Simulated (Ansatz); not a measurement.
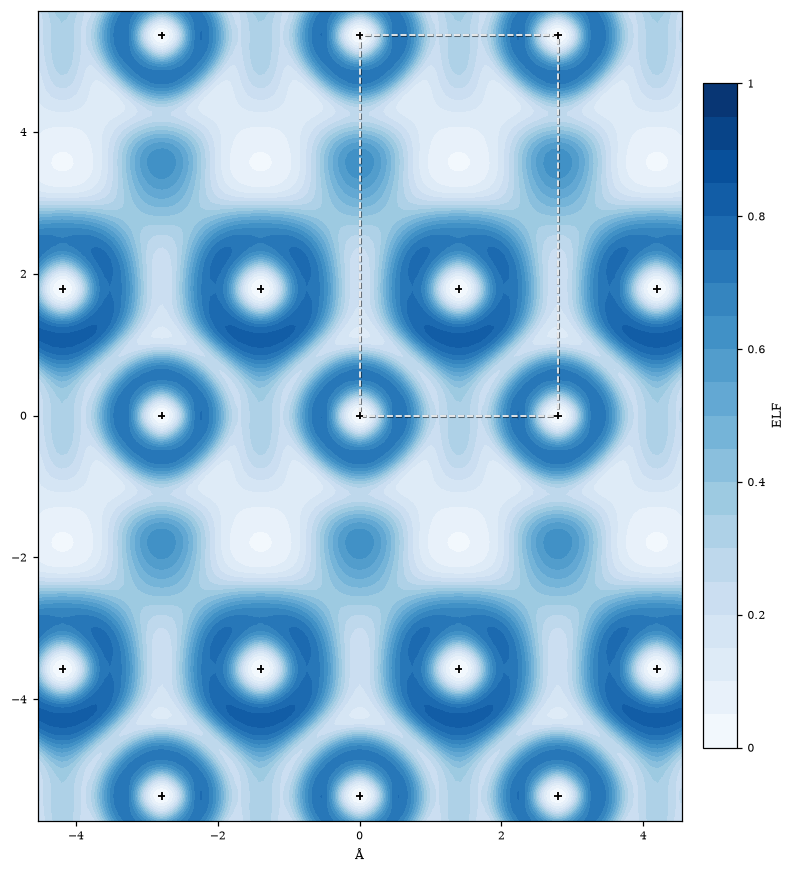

The ELF on a plane through atoms (crosses mark nuclei in the plane).

All numbers below come from Ansatz 0.2.0, DFT PBE, scalar-relativistic, plane waves, PAW.

Candidates:
A. WC, a = 3.10 Å, b = 3.10 Å, c = 2.79 Å, α = 90.00°, β = 90.00°, γ = 120.00°. Space group P-6m2; a structure from a database of computed crystals, not necessarily the ambient phase; computed pressure about −26 GPa in this cell.
B. Si, a = 5.47 Å, b = 5.47 Å, c = 5.47 Å, α = 90.00°, β = 90.00°, γ = 90.00°. Space group Fd-3m; a structure from a database of computed crystals, not necessarily the ambient phase.
C. Al (cell with a defect), a = 7.00 Å, b = 7.00 Å, c = 7.00 Å, α = 109.47°, β = 109.47°, γ = 109.47°. Computed without spin polarisation.

Q: Which system is this?

A: Candidate A: WC on the (110) plane of the conventional cell, which holds W and C. W–C (2.27 Å): the ELF peaks at about 0.80 in the valence shell of C, 0.7 Å from its nucleus, and is about 0.30 at the midpoint. W–W (2.79 Å): the ELF is about 0.35 at the midpoint.
